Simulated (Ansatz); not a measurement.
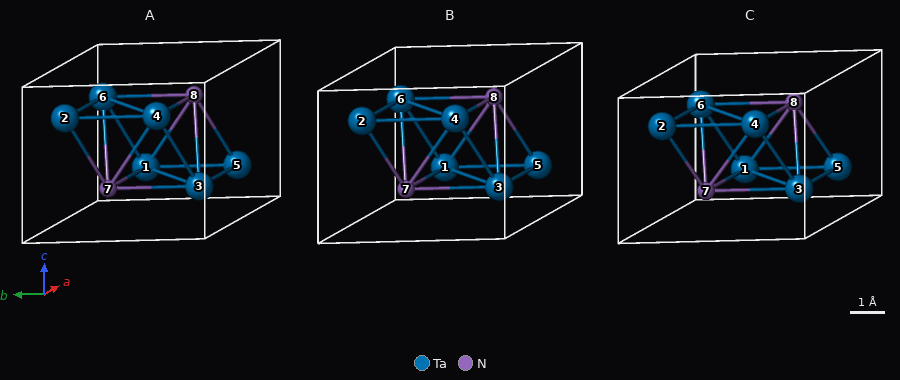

3 geometries from one relaxation of crystalline Ta3N (built on the Ni3Sn (D0_19)_194 type) (coarse preliminary run), in shuffled order. A ball-and-stick model of the cell of the calculation, seen from a free direction.

Case: Ni3Sn (D0_19) type (P6_3/mmc, No. 194).

All numbers below come from DFT PBE, scalar-relativistic, plane waves, PAW (Ansatz). Settings: plane-wave cutoff 420 eV; k-point mesh 6 × 6 × 4; occupations gaussian; smearing width 0.1 eV; no spin polarisation; cell and atoms relaxed; force threshold 0.04 eV/Å; at most 70 steps.

**Order the frames from highest to lowest energy.**

C, B, A. They are steps 0, 1, 4, at +47.5 meV per atom, +15.2 meV per atom relative to the last. The energy falls by 47.5 meV per atom in 3 accepted moves (4 points after the start). Largest force component: 0.076 eV/Å at the start, 0.019 eV/Å at the end. The pressure goes from 5.37 to 0.28 GPa. The SCF was repeated once at an unchanged geometry on a basis and grid sized afresh for the cell, which shifted the energy by 1.6 meV per atom at most. The largest moves relative to the cell, 0.011 Å, are those of Ta1, Ta2, Ta3, Ta4, Ta5 and Ta6. Ta4 goes along [−1 −2 0]. N stays in place. Cell: a = b 5.580 → 5.460 Å (−2.2 %), c 4.479 → 4.811 Å (+7.4 %). Volume +2.8 %. Some distances before and after: Ta1–N8 2.757 → 2.880 Å, Ta1–Ta2 2.761 → 2.872 Å, Ta1–Ta3 2.796 → 2.717 Å, Ta1–N7 2.790 → 2.730 Å. The space group stays P6_3/mmc (No. 194). Cost: 22 s on 1 thread of Intel(R) Xeon(R) 6975P-C (Granite Rapids), on a shared host, peak memory 0.48 GiB.
